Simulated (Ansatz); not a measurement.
**Geometry relaxation of Ca₃F₇ (part 1 of 3)**

- system: Ca₃F₇ (slab, 10 atoms in the cell)
- method: DFT PBEsol, scalar-relativistic, plane waves, PAW, spin-polarised (Ansatz 0.2.0)

The structure derives from an entry of the Crystallography Open Database. The input holds or restrains some coordinates. Forces given for the steps count only the free coordinates. It belongs to a series of runs on one base structure; here: F put at a top F site. Figures and captions count atoms from 1; the log counts them from 0 in places.

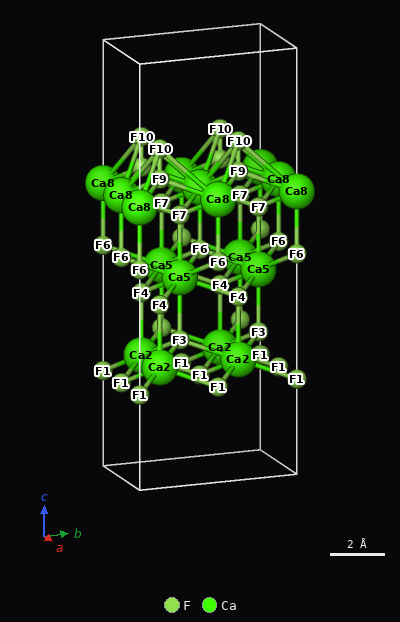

**Figure 1.** The input geometry (ball-and-stick view of the 2 × 2 repeat of the cell, with the vacuum cut short, seen slightly off an axis; atoms are numbered from 1 in the order of the input). An atom can appear more than once, as a periodic image.

**The input**
```yaml
crystal:
  lattice:
    - [3.8330589194, 0.0, 0.0]
    - [-1.9165294597, 3.3195263984, 0.0]
    - [0.0, 0.0, 26.8241987556]
  atoms:
    - { symbol: F, position: [0.0, 0.0, 0.3168780577] }
    - { symbol: Ca, position: [0.6666666667, 0.3333333333, 0.3460464918] }
    - { symbol: F, position: [0.3333333333, 0.6666666667, 0.375214926] }
    - { symbol: F, position: [0.6666666667, 0.3333333333, 0.4335517944] }
    - { symbol: Ca, position: [0.3333333333, 0.6666666667, 0.4626169934] }
    - { symbol: F, position: [0.0, 0.0, 0.4920093034] }
    - { symbol: F, position: [0.3333333333, 0.6666666667, 0.5498192884] }
    - { symbol: Ca, position: [0.0, 0.0, 0.5790803715] }
    - { symbol: F, position: [0.6666666667, 0.3333333333, 0.6089681942] }
    - { symbol: F, position: [0.6666666667, 0.3333333333, 0.6514671337], spin: 1.0 }
basis:
  ecutwfc: 420
kpoints:
  mp_grid: { grid: [9, 9, 1] }
hamiltonian:
  xc: pbesol
scf:
  occupations: { method: gaussian, width: 0.05 }
output:
  forces: true
  eigenvalues: true
  populations: true
  write_density: true
  write_potential: true
  elf: true
  volumetric_format: npy
magnetization:
  spin_polarized: true
relax:
  adjacent_minimum: "off"
  f_tol: 0.03
  max_steps: 70
  constraints: [{ sites: [0, 1, 2, 3] }]
efield:
  axis: 3
  dipole_correction: true
  ramp_width: 0.04
```

Launched with:
```bash
ansatz run input.yaml --threads 2 --pin off --max-ram 5120MiB --backend cpu --events-out ev --progress --plain --runs-dir out
```

**Log**
```
Engine: ansatz 0.2.0, x86_64-unknown-linux-gnu
Pseudopotentials: kind: paw
Pseudopotential: F, paw, valence charge 7, recommended cutoff 420 eV (normal), F.paw.azcp
Pseudopotential: Ca, paw, valence charge 10, recommended cutoff 420 eV (normal), Ca.paw.azcp
Functional definition: PBEsol
  exchange = pbesol_x
  correlation = pbesol_c
Crystal: 10 atoms, lattice volume = 341.310 Å³
Basis set: ecut = 420 eV, 6677 PW (Γ), exchange–correlation on 54×54×360 points (8 copies of the dense FFT grid, shifted against one another)
Bands: 50, of which v1, the nominal top of the filled ones, is band 40 counted from 1 (39 counted from 0)
Symmetry: 6 space group operations
k-points: 12 of 81 (time reversal used)
Non-local potential: F, projectors of the file, l = 0: 2, l = 1: 2, l = 2: 1
Non-local potential: Ca, projectors of the file, l = 0: 3, l = 1: 2, l = 2: 2
PAW form: soft (Blöchl's): semilocal exchange-correlation on the pseudo side does not see the compensation charge
PAW frozen core: F, regenerated for the run's functional, and the local potential with it (the file was generated under x = pbe(κ = 0.804, μ = 0.2195149727645171), c = pbe(β = 0.06672455060314922))
PAW frozen core: Ca, regenerated for the run's functional, and the local potential with it (the file was generated under x = pbe(κ = 0.804, μ = 0.2195149727645171), c = pbe(β = 0.06672455060314922))
PAW one-centre angular grid: F, 110 points (default); XC on 64 Gauss nodes
PAW one-centre angular grid: Ca, 110 points (default); XC on 64 Gauss nodes
Initial density: superposition of atomic densities (neutral atoms: chi_scale 0, normalization atom)
Starting moments: Σ|m| = 1 μB on 1 of 10 sites
Initial wavefunctions: pseudopotential atomic-orbital guess
Functional: x = pbesol(κ = 0.804, μ = 0.12345679012345678), c = pbesol(β = 0.046)
SCF iter   1: F=—  HF=-10994.254791 eV  |F-HF|=—  |Δ(HF+E_count)|=         —  Δρ=4.23e-2 (↑4.23e-2 ↓4.05e-2)  dr2=2.46e1  dr2_m=1.10e0  M=0.122 μB ∫|m|=0.248 μB  β_m=0.30  ethr=3.10e-3  p=-0.000 e·Å  D=-4.18e-7 V/Å  ΔV_dip=0.00 eV  dr2_dipole=2.86e0  V_vac-E_F(+/−)=4.13/4.13 eV  ⟨swp⟩=16.8  Hψ=8202  notcnv=0  defer=6
efield: sawtooth ramp at fractional position 0.9642 (placed from the atoms, in the widest stretch of the axis that holds none; the zero of the levels goes with the place), width 0.0400; the density the first Hamiltonian is built on has a dipole p = -0.000 e·Å; the dipole correction subtracts the counter field D = -4.18e-7 V/Å, which shifts the + side's vacuum level by +0.00 eV against the − side's; the planar-averaged density in the ramp window peaks in size at 8.9e-7 e/Å³
preconditioner: auto → LDOS  [metal: Δε(μ)=0.026 eV  Ē_g=12.128 eV  σ=0.050 eV  W_gap=0.28  n_scr=72 (ndim 8)  ℏωp=12.9 eV  f_vac=0.575  D(μ)=7.03/eV (n_scr^D=34)]
spin=Collinear: LDOS preconditioning applied to the charge; magnetization (m = ρ↑ − ρ↓) channel mixes plain (no charge-response kernel on spin).
SCF iter   2: F=—  HF=-10991.058786 eV  |F-HF|=—  |Δ(HF+E_count)|=    3.20e0  Δρ=2.84e-2 (↑2.84e-2 ↓2.35e-2)  dr2=1.21e1  dr2_m=5.68e-1  M=0.267 μB ∫|m|=0.346 μB  β_m=0.30  ethr=3.10e-3  p=-0.004 e·Å  D=-2.14e-3 V/Å  ΔV_dip=0.06 eV  dr2_dipole=1.81e0  V_vac-E_F(+/−)=3.36/3.30 eV  ⟨swp⟩=2.9  Hψ=2498  notcnv=0  defer=46  κ⁻¹=1.0e0(r=1)
SCF iter   3: F=—  HF=-10989.235286 eV  |F-HF|=—  |Δ(HF+E_count)|=    1.82e0  Δρ=1.91e-2 (↑1.91e-2 ↓1.09e-2)  dr2=1.77e0  dr2_m=2.81e-1  M=0.355 μB ∫|m|=0.400 μB  β_m=0.30  ethr=3.10e-3  p=-0.004 e·Å  D=-2.07e-3 V/Å  ΔV_dip=0.06 eV  dr2_dipole=8.31e-2  V_vac-E_F(+/−)=2.33/2.28 eV  ⟨swp⟩=5.6  Hψ=3243  notcnv=0  defer=54  κ⁻¹=7.2e-2(r=2)
SCF iter   4: F=—  HF=-10989.185407 eV  |F-HF|=—  |Δ(HF+E_count)|=   4.99e-2  Δρ=1.22e-2 (↑1.22e-2 ↓7.42e-3)  dr2=8.05e-1  dr2_m=1.41e-1  M=0.461 μB ∫|m|=0.477 μB  β_m=0.30  ethr=2.24e-3  p=-0.019 e·Å  D=-1.03e-2 V/Å  ΔV_dip=0.28 eV  dr2_dipole=2.37e-2  V_vac-E_F(+/−)=2.36/2.09 eV  ⟨swp⟩=4.0  Hψ=1942  notcnv=0  defer=74  κ⁻¹=1.6e-2(r=3)
SCF iter   5: F=—  HF=-10989.253074 eV  |F-HF|=—  |Δ(HF+E_count)|=   6.77e-2  Δρ=7.33e-3 (↑7.33e-3 ↓5.39e-3)  dr2=2.63e-1  dr2_m=6.77e-2  M=0.510 μB ∫|m|=0.518 μB  β_m=0.30  ethr=1.02e-3  p=-0.045 e·Å  D=-2.36e-2 V/Å  ΔV_dip=0.63 eV  dr2_dipole=1.21e-3  V_vac-E_F(+/−)=2.38/1.75 eV  ⟨swp⟩=5.4  Hψ=1980  notcnv=0  defer=70  κ⁻¹=2.9e-3(r=4)
SCF iter   6: F=—  HF=-10989.388648 eV  |F-HF|=—  |Δ(HF+E_count)|=   1.36e-1  Δρ=4.53e-3 (↑4.53e-3 ↓4.16e-3)  dr2=9.04e-2  dr2_m=3.43e-2  M=0.522 μB ∫|m|=0.527 μB  β_m=0.30  ethr=3.33e-4  p=-0.078 e·Å  D=-4.11e-2 V/Å  ΔV_dip=1.10 eV  dr2_dipole=7.85e-6  V_vac-E_F(+/−)=2.57/1.47 eV  ⟨swp⟩=5.5  Hψ=2222  notcnv=0  defer=68  κ⁻¹=6.6e-4(r=5)
SCF iter   7: F=—  HF=-10989.453898 eV  |F-HF|=—  |Δ(HF+E_count)|=   6.52e-2  Δρ=2.69e-3 (↑2.69e-3 ↓2.58e-3)  dr2=2.71e-2  dr2_m=1.82e-2  M=0.519 μB ∫|m|=0.523 μB  β_m=0.30  ethr=1.14e-4  p=-0.114 e·Å  D=-6.02e-2 V/Å  ΔV_dip=1.61 eV  dr2_dipole=3.23e-3  V_vac-E_F(+/−)=2.87/1.26 eV  ⟨swp⟩=5.2  Hψ=2505  notcnv=0  defer=85  κ⁻¹=1.6e-4(r=6)
SCF iter   8: F=—  HF=-10989.459876 eV  |F-HF|=—  |Δ(HF+E_count)|=   5.98e-3  Δρ=1.96e-3 (↑1.86e-3 ↓1.96e-3)  dr2=1.75e-2  dr2_m=9.90e-3  M=0.530 μB ∫|m|=0.534 μB  β_m=1.20  ethr=3.43e-5  p=-0.123 e·Å  D=-6.54e-2 V/Å  ΔV_dip=1.75 eV  dr2_dipole=3.99e-3  V_vac-E_F(+/−)=2.98/1.22 eV  ⟨swp⟩=2.8  Hψ=1360  notcnv=0  defer=80
Mixer restart at iter 8: flushing history
spin-set hold released at iteration 8 (site moments contracting): the magnetisation degrees of freedom join the quasi-Newton model from the next iteration; the mixer history was flushed
SCF iter   9: F=—  HF=-10989.473787 eV  |F-HF|=—  |Δ(HF+E_count)|=   1.39e-2  Δρ=9.35e-4 (↑9.35e-4 ↓8.04e-4)  dr2=1.49e-2  dr2_m=1.25e-3  M=0.650 μB ∫|m|=0.653 μB  β_m=0.30  ethr=2.22e-5  p=-0.121 e·Å  D=-6.44e-2 V/Å  ΔV_dip=1.73 eV  dr2_dipole=3.83e-3  V_vac-E_F(+/−)=3.01/1.29 eV  ⟨swp⟩=2.6  Hψ=2044  notcnv=0  defer=79
density mixer auto → msr1: a metal under ldos (density of states about μ 0.49 of a free-electron gas's, 72 screened modes)
SCF iter  10: F=—  HF=-10989.478987 eV  |F-HF|=—  |Δ(HF+E_count)|=   5.20e-3  Δρ=7.53e-4 (↑7.53e-4 ↓7.11e-4)  dr2=1.31e-2  dr2_m=8.84e-4  M=0.667 μB ∫|m|=0.670 μB  β_m=0.65  ethr=1.88e-5  p=-0.120 e·Å  D=-6.34e-2 V/Å  ΔV_dip=1.70 eV  dr2_dipole=3.19e-3  V_vac-E_F(+/−)=3.01/1.31 eV  ⟨swp⟩=2.3  Hψ=1371  notcnv=0  defer=80
SCF iter  11: F=—  HF=-10989.491191 eV  |F-HF|=—  |Δ(HF+E_count)|=   1.22e-2  Δρ=5.31e-4 (↑4.51e-4 ↓5.31e-4)  dr2=1.32e-2  dr2_m=4.83e-4  M=0.778 μB ∫|m|=0.781 μB  β_m=0.82  ethr=1.66e-5  p=-0.115 e·Å  D=-6.09e-2 V/Å  ΔV_dip=1.63 eV  dr2_dipole=4.23e-3  V_vac-E_F(+/−)=2.99/1.36 eV  ⟨swp⟩=4.3  Hψ=2188  notcnv=0  defer=80
SCF iter  12: F=—  HF=-10989.491900 eV  |F-HF|=—  |Δ(HF+E_count)|=   7.09e-4  Δρ=4.30e-4 (↑3.44e-4 ↓4.30e-4)  dr2=7.56e-3  dr2_m=2.47e-4  M=0.808 μB ∫|m|=0.811 μB  β_m=0.91  ethr=1.66e-5  p=-0.096 e·Å  D=-5.09e-2 V/Å  ΔV_dip=1.37 eV  dr2_dipole=8.11e-4  V_vac-E_F(+/−)=2.95/1.58 eV  ⟨swp⟩=4.7  Hψ=1551  notcnv=0  defer=84
SCF iter  13: F=—  HF=-10989.492901 eV  |F-HF|=—  |Δ(HF+E_count)|=   1.00e-3  Δρ=3.28e-4 (↑2.86e-4 ↓3.28e-4)  dr2=1.24e-3  dr2_m=4.87e-5  M=0.824 μB ∫|m|=0.827 μB  β_m=0.87  ethr=9.57e-6  p=-0.085 e·Å  D=-4.49e-2 V/Å  ΔV_dip=1.21 eV  dr2_dipole=1.01e-6  V_vac-E_F(+/−)=2.86/1.65 eV  ⟨swp⟩=4.2  Hψ=1945  notcnv=0  defer=80
SCF iter  14: F=—  HF=-10989.493321 eV  |F-HF|=—  |Δ(HF+E_count)|=   4.20e-4  Δρ=2.55e-4 (↑2.39e-4 ↓2.55e-4)  dr2=7.57e-4  dr2_m=1.83e-5  M=0.826 μB ∫|m|=0.828 μB  β_m=0.77  ethr=1.56e-6  p=-0.085 e·Å  D=-4.51e-2 V/Å  ΔV_dip=1.21 eV  dr2_dipole=1.62e-5  V_vac-E_F(+/−)=2.83/1.62 eV  ⟨swp⟩=2.2  Hψ=2091  notcnv=0  defer=80
SCF iter  15: F=—  HF=-10989.493538 eV  |F-HF|=—  |Δ(HF+E_count)|=   2.17e-4  Δρ=1.64e-4 (↑1.56e-4 ↓1.64e-4)  dr2=2.31e-4  dr2_m=3.75e-6  M=0.826 μB ∫|m|=0.829 μB  β_m=0.63  ethr=9.58e-7  p=-0.088 e·Å  D=-4.67e-2 V/Å  ΔV_dip=1.25 eV  dr2_dipole=1.96e-7  V_vac-E_F(+/−)=2.82/1.57 eV  ⟨swp⟩=2.1  Hψ=2045  notcnv=0  defer=81
SCF iter  16: F=—  HF=-10989.493616 eV  |F-HF|=—  |Δ(HF+E_count)|=   7.74e-5  Δρ=3.91e-5 (↑3.74e-5 ↓3.91e-5)  dr2=7.16e-6  dr2_m=2.19e-6  M=0.826 μB ∫|m|=0.829 μB  β_m=0.68  ethr=2.85e-8  p=-0.089 e·Å  D=-4.71e-2 V/Å  ΔV_dip=1.26 eV  dr2_dipole=9.14e-8  V_vac-E_F(+/−)=2.82/1.55 eV  ⟨swp⟩=30.8  Hψ=14334  notcnv=0
SCF iter  17: F=—  HF=-10989.493683 eV  |F-HF|=—  |Δ(HF+E_count)|=   6.77e-5  Δρ=2.55e-5 (↑2.55e-5 ↓2.10e-5)  dr2=4.79e-6  dr2_m=6.20e-7  M=0.826 μB ∫|m|=0.829 μB  β_m=0.68  ethr=9.07e-9  p=-0.089 e·Å  D=-4.72e-2 V/Å  ΔV_dip=1.27 eV  dr2_dipole=3.67e-7  V_vac-E_F(+/−)=2.81/1.55 eV  ⟨swp⟩=19.5  Hψ=11082  notcnv=0
SCF iter  18: F=—  HF=-10989.493688 eV  |F-HF|=—  |Δ(HF+E_count)|=   4.54e-6  Δρ=1.64e-5 (↑1.64e-5 ↓1.41e-5)  dr2=1.87e-6  dr2_m=1.85e-7  M=0.826 μB ∫|m|=0.829 μB  β_m=0.63  ethr=6.06e-9  p=-0.089 e·Å  D=-4.71e-2 V/Å  ΔV_dip=1.26 eV  dr2_dipole=7.71e-9  V_vac-E_F(+/−)=2.81/1.55 eV  ⟨swp⟩=17.9  Hψ=10492  notcnv=0
SCF iter  19: F=-10989.493691 eV  HF=-10989.493691 eV  |F-HF|=1.50e-7  |Δ(HF+E_count)|=   2.74e-6  Δρ=5.89e-6 (↑5.89e-6 ↓5.25e-6)  dr2=3.26e-7  dr2_m=1.49e-8  M=0.826 μB ∫|m|=0.829 μB  ethr=2.37e-9  p=-0.089 e·Å  D=-4.71e-2 V/Å  ΔV_dip=1.26 eV  dr2_dipole=1.06e-9  V_vac-E_F(+/−)=2.81/1.55 eV  ⟨swp⟩=17.0  Hψ=10083  notcnv=0
SCF 1 converged in 19 iterations: F = -10989.493691 eV  dr2 = 3.26e-7
  greatest PAW one-centre occupation: 0.996 electrons in one spin orbital (limit 2), on the Ca atom at site 4 (counted from 0), in its partial waves of l = 0
relax step   1: F+E_penalty+E_count = -10989.49369077 eV  Δ(F+E_penalty+E_count) = +0.000e0 eV  max|allowed force component| = 2.796e1 eV/Å  Δτ_max = 0.0000 Å  (19 SCF iters, dr2 threshold 2.25e-5 eV, accepted)
Initial density: handed on by an earlier stage of this run
Starting moments: Σ|m| = 1 μB on 1 of 10 sites; this step starts from the density that it was given
Initial wavefunctions: those handed on with the density
```
